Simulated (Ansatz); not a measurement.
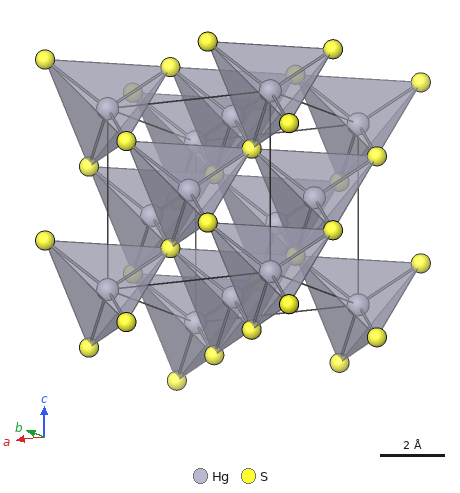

Reference structure: a symmetric starting cell of HgS. The picture is a polyhedral view of the conventional cell (4 times the calculation's cell), seen from a free direction. Lengths and directions refer to the drawn axes.

The calculation used DFT PBE, scalar-relativistic, plane waves, PAW in Ansatz 0.2.0. Set-up: plane-wave cutoff 420 eV; k-point mesh 12 × 12 × 12; occupations gaussian; smearing width 0.1 eV; no spin polarisation.

Change: All lengths are scaled by +2.4 % (volume +7.3 %), the atoms keeping their fractional coordinates. No relaxation follows. The starting cell wasn't computed here and needn't be at equilibrium, so pressure and forces aren't due to the change alone.

Predict the response.

Answer. The pressure is −0.1 GPa (not all of it need come from the change, since the unchanged cell can be under pressure at this level too). All forces vanish by symmetry. Some distances before and after: Hg–S 2.537 → 2.597 Å. The space group stays F-43m (No. 216).

The changed structure in the same view:

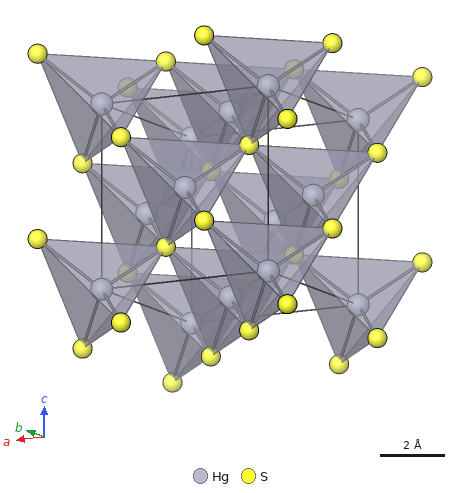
